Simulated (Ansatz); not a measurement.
# Band-structure calculation, with input and output: KI

The run: band-structure calculation of KI (2 atoms in the cell). Method and program: DFT, r2SCAN, plane waves, PAW, no spin polarisation (Ansatz 0.2.0).

The structure was built on a prototype by a generator. The geometry comes from this level: r2SCAN (a point of a series of strains). It belongs to a series of runs on one base structure; here: epitaxial_111 strain +1.0%. Figures and captions count atoms from 1; the log counts them from 0 in places.

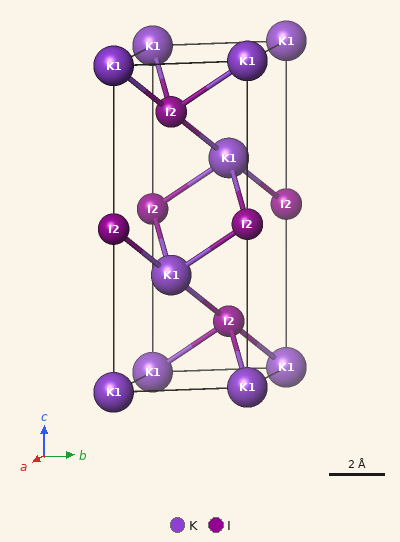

*The structure (ball-and-stick view of the cell 3 times as large as that of the calculation, set on its symmetry axes, seen slightly off an axis; atoms are numbered from 1 in the order of the input). An atom can appear more than once, as a periodic image.*

**The input**
```yaml
crystal:
  lattice:
    - [-0.0472391067, 3.5324879519, 3.5324879519]
    - [3.5324879519, -0.0472391067, 3.5324879519]
    - [3.5324879519, 3.5324879519, -0.0472391067]
  atoms:
    - { symbol: K, position: [0.0, 0.0, 0.0] }
    - { symbol: I, position: [0.5, 0.5, 0.5] }
kpoints:
  mp_grid: { grid: [6, 6, 6] }
  band_path:
    path:
      - [0.0, 0.0, 0.0]
      - [0.5, 0.0, 0.5]
      - [0.625, 0.25, 0.625]
      - [0.375, 0.375, 0.75]
      - [0.5, 0.5, 0.5]
      - [0.5, 0.25, 0.75]
    npoints: 1
hamiltonian:
  xc: r2scan
scf:
  occupations: { method: fixed }
  n_extra_bands: 4
output:
  forces: true
  stress: true
  eigenvalues: true
  write_density: true
  write_potential: true
  elf: true
  volumetric_format: npy
```

Launch command:
```bash
ansatz run input.yaml --threads 4 --pin off --max-ram 4608MiB --backend cpu --events-out ev --progress --plain --runs-dir out
```

**The program's output**
```
scf.n_extra_bands = 4 over 13 filled bands (N_el = 26.0): the run solves 17 bands
Engine: ansatz 0.2.0, x86_64-unknown-linux-gnu
Pseudopotentials: kind: paw
Pseudopotential: K, paw, valence charge 9, recommended cutoff 500 eV (meta_gga), K.paw.azcp
Pseudopotential: I, paw, valence charge 17, recommended cutoff 500 eV (meta_gga), I.paw.azcp
Functional definition: r2SCAN
  parameter k0 = 0.174
  parameter k1 = 0.065
  parameter a1 = 4.9479
  exchange = r2scan_x(k0 = k0, k1 = k1, a1 = a1)
  correlation = r2scan_c
Crystal: 2 atoms, lattice volume = 89.928 Å³
Basis set: ecut = 500 eV, 2247 PW (Γ), exchange–correlation on 160×160×160 points (64 copies of the dense FFT grid, shifted against one another)
Bands: 17, of which v1, the nominal top of the filled ones, is band 13 counted from 1 (12 counted from 0)
Symmetry: 12 space group operations
Space group: R-3m (ITA 166), of the structure as read, at distance tolerance 4.5e-5 Å
k-points: 32 of 216
Non-local potential: K, projectors of the file, l = 0: 3, l = 1: 2, l = 2: 2
Non-local potential: I, projectors of the file, l = 0: 2, l = 1: 2, l = 2: 2, l = 3: 2
PAW form: soft (Blöchl's): semilocal exchange-correlation on the pseudo side does not see the compensation charge
PAW frozen core: K, regenerated for the run's functional (the file was generated under x = pbe(κ = 0.804, μ = 0.2195149727645171), c = pbe(β = 0.06672455060314922))
PAW frozen core: I, regenerated for the run's functional (the file was generated under x = pbe(κ = 0.804, μ = 0.2195149727645171), c = pbe(β = 0.06672455060314922))
PAW one-centre angular grid: K, 302 points (default); XC on 160 Gauss nodes
PAW one-centre angular grid: I, 590 points (default); XC on 160 Gauss nodes
Initial density: superposition of atomic densities (neutral atoms: chi_scale 0, normalization atom), corrected by the library's trained network
Initial wavefunctions: pseudopotential atomic-orbital guess
Functional: x = r2scan, c = r2scan; τ floored in thin density (d = 2e-4 eV/Å³)
SCF iter   1: F=—  HF=-9073.911915 eV  |F-HF|=—  |Δ(HF+E_count)|=         —  Δρ=2.49e-3  dr2=3.56e-3  dr2_τ=6.29e-4  ethr=1.77e-3  ⟨swp⟩=5.1  Hψ=2632  notcnv=0  defer=57
preconditioner: auto → none  [insulator: Δε(μ)=4.548 eV  Ē_g=14.527 eV  n_scr=14 (ndim 8)  ℏωp=14.7 eV  f_vac=0.149  ε∞_Penn≈2.0]
SCF iter   2: F=—  HF=-9073.920471 eV  |F-HF|=—  |Δ(HF+E_count)|=   8.56e-3  Δρ=9.70e-4  dr2=3.81e-4  dr2_τ=4.06e-5  ethr=1.37e-5  ⟨swp⟩=4.2  Hψ=1291  notcnv=0  defer=64
SCF iter   3: F=—  HF=-9073.920615 eV  |F-HF|=—  |Δ(HF+E_count)|=   1.44e-4  Δρ=2.42e-4  dr2=2.00e-5  dr2_τ=3.92e-6  ethr=1.47e-6  ⟨swp⟩=2.0  Hψ=1025  notcnv=0  defer=63
SCF iter   4: F=—  HF=-9073.920642 eV  |F-HF|=—  |Δ(HF+E_count)|=   2.70e-5  Δρ=6.18e-5  dr2=5.49e-6  dr2_τ=2.84e-7  ethr=7.70e-8  ⟨swp⟩=3.0  Hψ=1202  notcnv=0  defer=63
iter 5 did not close the SCF: its close was put off for the readings that it lacked (scf_convergence_deferred on its scf_iter line)
SCF iter   5: F=-9073.920640 eV  HF=-9073.920640 eV  |F-HF|=6.71e-8  |Δ(HF+E_count)|=   2.10e-6  Δρ=7.60e-6  dr2=2.85e-8  dr2_τ=1.16e-8  ethr=2.11e-8  ⟨swp⟩=2.0  Hψ=960  notcnv=0  defer=63
SCF iter   6: F=-9073.920640 eV  HF=-9073.920640 eV  |F-HF|=5.68e-10  |Δ(HF+E_count)|=   6.82e-8  Δρ=2.26e-6  dr2=1.88e-9  dr2_τ=3.55e-10  ethr=1.10e-10  ⟨swp⟩=9.8  Hψ=4511  notcnv=0
SCF 1 converged in 6 iterations: F = -9073.920640 eV  dr2 = 1.88e-9
  greatest PAW one-centre occupation: 0.998 electrons in one spin orbital (limit 2), on the I atom at site 1 (counted from 0), in its partial waves of l = 2
NSCF: frozen V_eff on 6 k-points
SCF converged after 6 iterations
Free energy (F): -9073.920640 eV
Harris-Foulkes:  -9073.920640 eV  (|F-HF|=5.68e-10)
Internal energy: -9073.920640 eV  (E = F + TS)
E sigma→0 (E₀):  -9073.920640 eV
Fermi energy:    1.807577 eV
--- Per-component energies (eV) ---
  E_band       = -547.571834
  E_kinetic    = 442.536156
  E_local      = -2851.321160  (includes V_loc(G=0)·N_el)
  E_nonlocal   = -77.401416
  E_hartree    = 1349.855420
  E_xc         = -254.972313
  E_vxc        = -326.283138  (∫ρ·V_xc dr)
  E_paw        = -5627.503781  (= ΣΔE_a)
  E_vpaw       = -454.352577  (= ΣTr[D̂ρ^β])
  E_aug_tail   = -0.000034  (compensation charges beyond the density's cutoff)
  E_vtau       = 19.541238  (kinetic-family band-sum trace: ∫τ·v_τ [+ j·A + Jᵃ·Aᵃ] dr)
  E_ewald      = -2054.990382
  E_core_change = -0.123132  (= ΣΔE_core)
  E_smearing   = -0.000000  (= −TS)
  E_closure    = 0.000000  (closes the sum)
  Σ components = -9073.920640   (vs F -9073.920640, Δ=0.00e0)
--- Forces (eV/Å), atoms counted from 1 ---
  atom   1  K      0.00000000     0.00000000     0.00000000
  atom   2  I     -0.00000000    -0.00000000    -0.00000000
  max |Σ_I F_I| component: 1.67e-29 eV/Å
--- Stress (GPa, compression-positive) ---
       -0.101430       0.050903       0.050903
        0.050903      -0.101430       0.050903
        0.050903       0.050903      -0.101430
  P = ⅓ Tr σ = -0.1014 GPa (-1.014 kbar)
--- Band table (eV; the first three rows and the last of 32) ---
  k-point 0: bands = ["-41.8047", "-41.8047", "-41.8012", "-41.8012", "-41.7996", "-27.8460", "-10.5605", "-10.5578", "-10.5578", "-9.0031", "1.7570", "1.7570", "1.8076", "6.3325", "8.7925", "8.7925", "8.9492"]
  k-point 1: bands = ["-41.8047", "-41.8047", "-41.8012", "-41.8012", "-41.7996", "-27.8456", "-10.5965", "-10.5607", "-10.5581", "-8.9327", "1.3726", "1.6740", "1.7174", "6.9344", "8.7073", "9.0909", "9.2285"]
  k-point 2: bands = ["-41.8047", "-41.8047", "-41.8012", "-41.8012", "-41.7996", "-27.8447", "-10.6656", "-10.5619", "-10.5586", "-8.7975", "0.7566", "1.5188", "1.5589", "7.6486", "9.3205", "9.8190", "9.9465"]
  k-point 31: bands = ["-41.8047", "-41.8047", "-41.8011", "-41.8011", "-41.7996", "-27.8441", "-10.6981", "-10.5600", "-10.5600", "-8.7270", "0.5069", "1.4197", "1.4197", "7.7543", "10.1033", "10.4500", "10.4500"]
```

**File bands.tsv**
```
# k_distance	band_0	band_1	band_2	band_3	band_4	band_5	band_6	band_7	band_8	band_9	band_10	band_11	band_12	band_13	band_14	band_15	band_16
# fermi_ev = 1.807577
# lock_threshold_ev = 1e-6
# [0, 0, 0] at k_distance = 0.000000
# [0.5, 0, 0.5] at k_distance = 0.883554
# [0.625, 0.25, 0.625] at k_distance = 1.198026
# [0.375, 0.375, 0.75] at k_distance = 1.735448
# [0.5, 0.5, 0.5] at k_distance = 2.272870
# [0.5, 0.25, 0.75] at k_distance = 2.893432
# levels_relative_to = fermi_ev
# free_energy_ev = -9073.920640
# largest_residual_norms_ev = 6.818e-4 6.397e-4 6.620e-4 7.274e-4 7.851e-4 2.357e-3 1.037e-3 1.133e-3 9.207e-4 6.661e-4 1.384e-3 1.228e-3 1.227e-3 2.474e-3 9.801e-4 2.019e-3 1.538e-3
0.000000	-43.612256	-43.612256	-43.608747	-43.608747	-43.607218	-29.653584	-12.368091	-12.365385	-12.365385	-10.810719	-0.050591	-0.050591	0.000000	4.524947	6.984919	6.984919	7.141654
0.883554	-43.612270	-43.612235	-43.608744	-43.608699	-43.607193	-29.651170	-12.408059	-12.383148	-12.382523	-10.664577	-1.019896	-0.419973	-0.371419	5.378042	6.419664	8.792415	9.302256
1.198026	-43.612269	-43.612246	-43.608730	-43.608708	-43.607198	-29.651207	-12.425525	-12.400168	-12.376589	-10.611421	-0.875094	-0.753466	-0.428476	6.072387	7.304017	8.079599	8.997401
1.735448	-43.612269	-43.612246	-43.608730	-43.608708	-43.607198	-29.651207	-12.425525	-12.400168	-12.376589	-10.611421	-0.875094	-0.753466	-0.428476	6.072387	7.304017	8.079599	8.997401
2.272870	-43.612268	-43.612268	-43.608714	-43.608714	-43.607207	-29.651654	-12.505687	-12.367572	-12.367572	-10.534592	-1.300711	-0.387911	-0.387911	5.946747	8.295697	8.642389	8.642389
2.893432	-43.612265	-43.612247	-43.608732	-43.608711	-43.607195	-29.651178	-12.413773	-12.397410	-12.392883	-10.608742	-0.758499	-0.741376	-0.605451	6.924801	6.935928	7.305995	8.867412
```

**File v_z.tsv**
```
# z_ang	v_es[eV]	v_tot[eV]
# format = ansatz-planar-average/11
# xc	r2scan
# density_cutoff_ev	2000
# datasets	K=:simpson_from_first_knot:soft:shift=0	I=:simpson_from_first_knot:soft:shift=0
# lattice	-0.047239107	3.532487952	3.532487952
# lattice	3.532487952	-0.047239107	3.532487952
# lattice	3.532487952	3.532487952	-0.047239107
# sites	2
# site	19	0.000000000	0.000000000	0.000000000
# site	53	3.508868399	3.508868399	3.508868399
0.000000	1.575768e0	-5.673478e0
0.124898	1.659223e0	-5.627393e0
0.249796	1.906228e0	-5.418891e0
0.374694	2.305273e0	-4.989876e0
0.499592	2.832466e0	-4.377870e0
0.624489	3.444698e0	-3.646541e0
0.749387	4.075551e0	-2.908008e0
0.874285	4.639892e0	-2.259791e0
0.999183	5.051040e0	-1.770513e0
1.124081	5.233264e0	-1.562925e0
1.248979	5.151719e0	-1.697686e0
1.373877	4.860124e0	-2.110632e0
1.498775	4.473709e0	-2.727156e0
1.623673	4.110522e0	-3.425736e0
1.748570	3.856728e0	-4.026910e0
1.873468	3.750368e0	-4.420653e0
1.998366	3.785954e0	-4.601018e0
2.123264	3.923847e0	-4.625088e0
2.248162	4.101002e0	-4.568927e0
2.373060	4.246074e0	-4.497657e0
2.497958	4.301804e0	-4.465360e0
2.622856	4.246074e0	-4.497657e0
2.747754	4.101002e0	-4.568927e0
2.872652	3.923847e0	-4.625088e0
2.997549	3.785954e0	-4.601018e0
3.122447	3.750368e0	-4.420653e0
3.247345	3.856728e0	-4.026910e0
3.372243	4.110522e0	-3.425736e0
3.497141	4.473709e0	-2.727156e0
3.622039	4.860124e0	-2.110632e0
3.746937	5.151719e0	-1.697686e0
3.871835	5.233264e0	-1.562925e0
3.996733	5.051040e0	-1.770513e0
4.121630	4.639892e0	-2.259791e0
4.246528	4.075551e0	-2.908008e0
4.371426	3.444698e0	-3.646541e0
4.496324	2.832466e0	-4.377870e0
4.621222	2.305273e0	-4.989876e0
4.746120	1.906228e0	-5.418891e0
4.871018	1.659223e0	-5.627393e0
```

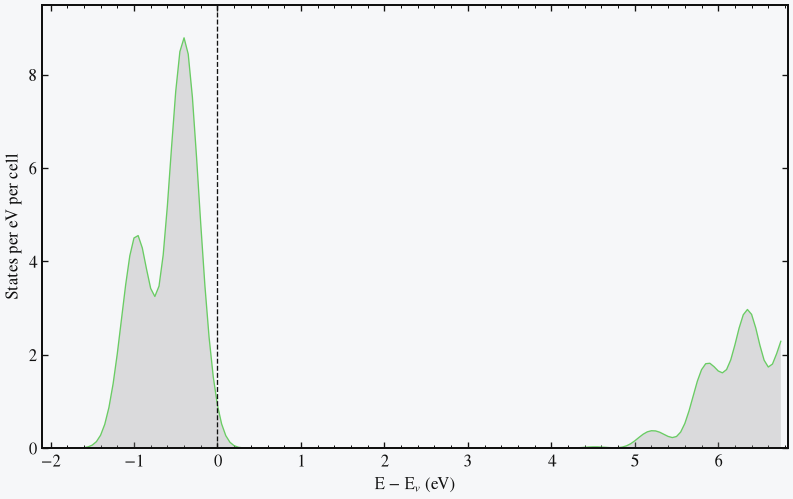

*Density of states (the curve is built from the levels of the k mesh with Gaussians 0.3 eV wide, which also blur the band edges), with energies from the valence-band top.*

There is a gap of 4.52 eV on the k-point mesh. Small ripples come from the finite k-point mesh.

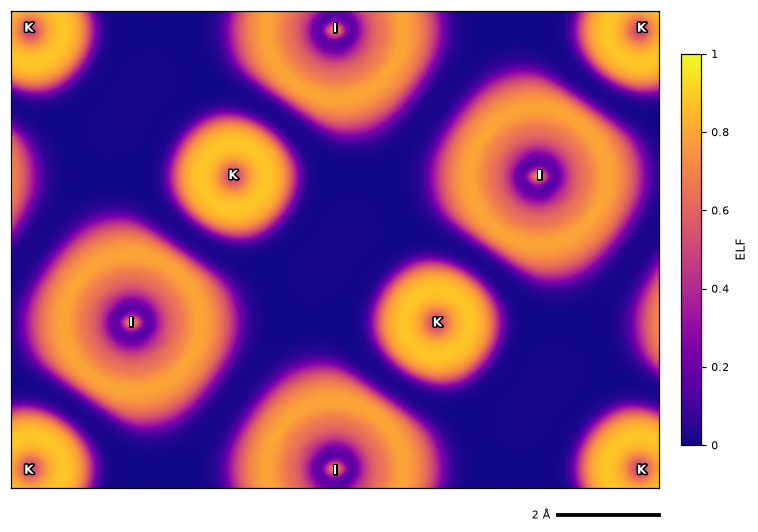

*Electron localisation function on the (110) plane of the conventional cell.*

Atoms in the plane: K and I. K–I (3.56 Å): the ELF peaks at about 0.80 in the valence shell of I, 1.3 Å from its nucleus, and drops to about 0 between the two atoms (a closed-shell, largely ionic contact). The strong features right at K lie inside the PAW spheres (semicore, d or f shells) and say nothing about bonding. The fields are those of the smooth PAW valence density.

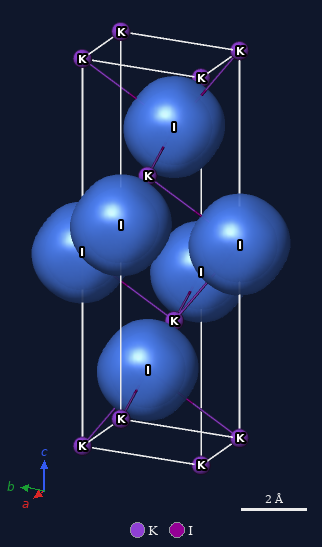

*Isosurface of the ELF at 0.75 (blue), seen at an oblique angle. Only the valence region is drawn (cores and ρ < 0.01 e/Å³ removed). Sticks mark near contacts. The outline is the cell set on symmetry axes.*

Values along the shortest contacts:

**Summary**

- outcome: converged
- space group (tolerance 0.01 Å): R-3m (166)
- electrons treated: 26
- free energy: −9073.9206 eV
- Fermi energy: 1.808 eV
- gap on the k-point mesh: 4.52 eV
- pressure: −0.10 GPa
- largest force (length of the vector): under 0.001 eV/Å
- hardware: 4 threads of AMD EPYC (Zen 3), 189 GiB of memory available, shared host
- wall time: 4.6 s (CPU time 15 s)
- peak memory: 0.68 GiB

**Notes**

Spin-orbit coupling is left out, which matters for I.
